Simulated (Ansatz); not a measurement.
```xyz
14
Lattice="4.0477 0.0000 0.0000 -2.0239 3.5054 0.0000 0.0000 0.0000 25.7411" Properties=species:S:1:pos:R:3 pbc="T T T"
Ni    0.0000    2.3370    7.4999
Al    2.0239    1.1685    8.3262
Ni    0.0000    0.0000    9.1525
Al    0.0000    2.3370    9.9788
Ni    2.0239    1.1685   10.8051
Al    0.0000    0.0000   11.6311
Ni    0.0000    2.3370   12.4574
Al    2.0239    1.1685   13.2837
Ni    0.0000    0.0000   14.1100
Al    0.0000    2.3370   14.9360
Ni    2.0239    1.1685   15.7623
Al    0.0000    0.0000   16.5886
Ni    0.0000    2.3370   17.4149
Al    2.0239    1.1685   18.2412
```

Not relaxed (largest force 1.9 eV/Å); computed without spin polarisation.

Theory: Ansatz 0.2.0, DFT LDA, scalar-relativistic, plane waves, PAW.

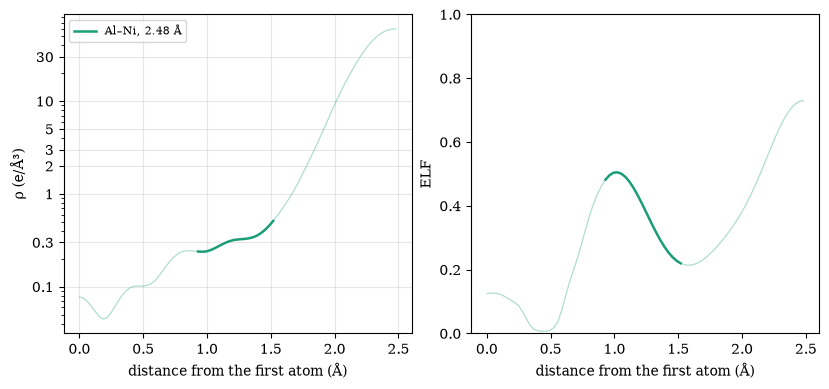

AlNi (slab). Valence electron density and ELF along straight lines between neighbouring atoms. Thin, pale parts lie inside the atomic spheres.

The density is the valence pseudo-density of a PAW calculation; it isn't the true density close to the nuclei.

Question: What can be read from the curves?

Answer: Al–Ni (2.48 Å): ρ at the midpoint is about 0.32 e/Å³, with its minimum of 0.24 e/Å³ about 1.0 Å from Al; the ELF is about 0.40 at the midpoint.
